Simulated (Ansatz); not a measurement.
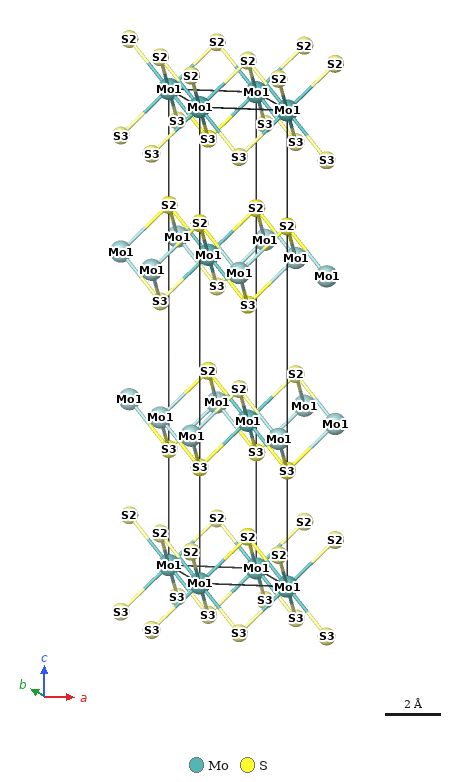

Figure 1. The structure (ball-and-stick view of the cell 3 times as large as that of the calculation, set on its symmetry axes, seen slightly off an axis; neighbours outside the cell are drawn fainter; atoms are numbered from 1 in the order of the input).

## Mending a single-point calculation on MoS2

System: MoS2 (R-3m, 3 atoms in the cell).
Method of run A: DFT, PBE, dispersion d3bj, plane waves, PAW (Ansatz 0.2.0).

The structure derives from an entry of the Crystallography Open Database. Text and figures count atoms from 1; the logs count them from 0 in places.

### Input, run A
```yaml
crystal:
  lattice:
    - [1.6254811896, 0.9384720024, 5.9589013495]
    - [-1.6254811896, 0.9384720024, 5.9589013495]
    - [0.0, -1.8769440048, 5.9589013495]
  atoms:
    - { symbol: Mo, position: [0.0, 0.0, 0.0] }
    - { symbol: S, position: [0.7563304588, 0.7563304588, 0.7563304588] }
    - { symbol: S, position: [0.2436695412, 0.2436695412, 0.2436695412] }
basis:
  ecutwfc: 420
kpoints:
  mp_grid: { grid: [18, 18, 18] }
hamiltonian:
  xc: pbe
  dispersion: d3bj
scf:
  occupations: { method: gaussian, width: 0.15 }
  convergence: { dr2_threshold: -1.0e-06 }
  max_iter: 100
output:
  forces: true
  eigenvalues: true
  stress: true
```

Command:
```bash
ansatz run input.yaml --threads 1 --pin off --max-ram 2560MiB --backend cpu --events-out ev --progress --plain --runs-dir out
```

Hardware: 1 thread of AMD EPYC (Zen 5), 32 GiB of memory available, shared host.

### Output (run A)
```
Error: invalid value for `scf.convergence.dr2_threshold`: must be finite and > 0; got -0.000001 eV
```

Diagnose this run and give a change of the input that cures it.

Answer. The input was spoiled on purpose: a threshold that can't be met (`scf.convergence.dr2_threshold`). The program refused the input: “invalid value for `scf.convergence.dr2_threshold`: must be finite and > 0; got -0.000001 eV”

A run of the same system that converges differs from this input as follows (lines with − go, lines with + come):
```diff
-  convergence: { dr2_threshold: -1.0e-06 }
-  max_iter: 100
```

### Output, shortened to warnings, some set-up lines, iterations and results (run B)
```
Basis set: ecut = 420 eV, 1093 PW (Γ), FFT grids on a1−a3, a2−a3, a3, exchange–correlation on 48×48×90 points (8 copies of the dense FFT grid, shifted against one another)
Symmetry: 12 space group operations
k-points: 580 of 5832
Initial density: superposition of atomic densities (neutral atoms: chi_scale 0, normalization atom), corrected by the library's trained network
[...]
SCF iter   1: F=—  HF=-6763.149146 eV  |F-HF|=—  |Δ(HF+E_count)|=         —  Δρ=4.94e-3  dr2=2.72e-2  ethr=1.77e-3  ⟨swp⟩=5.0  Hψ=51188  notcnv=0
SCF iter   2: F=—  HF=-6763.147677 eV  |F-HF|=—  |Δ(HF+E_count)|=   1.47e-3  Δρ=2.54e-3  dr2=8.86e-3  ethr=1.05e-4  ⟨swp⟩=1.0  Hψ=14507  notcnv=0
SCF iter   3: F=—  HF=-6763.147044 eV  |F-HF|=—  |Δ(HF+E_count)|=   6.33e-4  Δρ=3.82e-4  dr2=3.55e-4  ethr=3.41e-5  ⟨swp⟩=1.4  Hψ=11441  notcnv=0
SCF iter   4: F=—  HF=-6763.146996 eV  |F-HF|=—  |Δ(HF+E_count)|=   4.78e-5  Δρ=1.56e-4  dr2=1.82e-5  ethr=1.37e-6  ⟨swp⟩=2.0  Hψ=13648  notcnv=0
SCF iter   5: F=—  HF=-6763.147020 eV  |F-HF|=—  |Δ(HF+E_count)|=   2.39e-5  Δρ=4.54e-5  dr2=2.23e-6  ethr=7.01e-8  ⟨swp⟩=2.3  Hψ=14261  notcnv=0
SCF iter   6: F=—  HF=-6763.147021 eV  |F-HF|=—  |Δ(HF+E_count)|=   1.36e-6  Δρ=1.48e-5  dr2=1.36e-7  ethr=8.59e-9  ⟨swp⟩=2.0  Hψ=14147  notcnv=0
SCF iter   7: F=-6763.147021 eV  HF=-6763.147021 eV  |F-HF|=1.08e-8  |Δ(HF+E_count)|=   2.20e-7  Δρ=3.47e-6  dr2=8.25e-9  ethr=3.85e-10  ⟨swp⟩=4.8  Hψ=38086  notcnv=0
SCF 1 converged in 7 iterations: F = -6763.147021 eV  dr2 = 8.25e-9
SCF converged after 7 iterations
Free energy (F): -6763.147021 eV
Harris-Foulkes:  -6763.147021 eV  (|F-HF|=1.08e-8)
Internal energy: -6763.132979 eV  (E = F + TS)
E sigma→0 (E₀):  -6763.140000 eV
Entropy (-TS):   -0.014042 eV (-4.681 meV/atom)
Fermi energy:    10.745942 eV
--- Per-component energies (eV) ---
  E_band       = -159.692632
  E_kinetic    = 650.906300
  E_local      = -1784.666057  (includes V_loc(G=0)·N_el)
  E_nonlocal   = 199.304055
  E_hartree    = 665.029723
  E_xc         = -376.419782
  E_vxc        = -402.239184  (∫ρ·V_xc dr)
  E_paw        = -4401.290639  (= ΣΔE_a)
  E_vpaw       = -153.059296  (= ΣTr[D̂ρ^β])
  E_aug_tail   = 0.000052  (compensation charges beyond the density's cutoff)
  E_ewald      = -1714.744644
  E_disp       = -1.251987  (pairwise vdW)
  E_smearing   = -0.014042  (= −TS)
  E_closure    = 0.000000  (closes the sum)
  Σ components = -6763.147021   (vs F -6763.147021, Δ=0.00e0)
--- Forces (eV/Å), atoms counted from 1 ---
  atom   1  Mo     0.00000000     0.00000000    -0.00000000
  atom   2  S     -0.00000000     0.00000000    -0.82449486
  atom   3  S      0.00000000    -0.00000000     0.82449486
  max |Σ_I F_I| component: 2.22e-16 eV/Å
--- Stress (GPa, compression-positive) ---
       -9.443698       0.000000      -0.000000
        0.000000      -9.443698      -0.000000
       -0.000000       0.000000      -7.768204
  P = ⅓ Tr σ = -8.8852 GPa (-88.852 kbar)
```

### The two runs side by side

| quantity | run A | run B |
| --- | --- | --- |
| outcome | refused | converged |
| free energy per atom (eV) | – | −2254.3823 |
| gap on the mesh (eV) | – | 0.00 |
| pressure (GPa) | – | −8.89 |
| volume per atom (Å³) | – | 18.18 |
| largest force (eV/Å) | – | 0.824 |
| SCF iterations | – | 7 |
| irreducible k-points | – | 580 |
| plane waves at Γ | – | 1093 |

Notes on run B: The cell is under a tension of 8.9 GPa at this level, so it is not at its equilibrium volume.
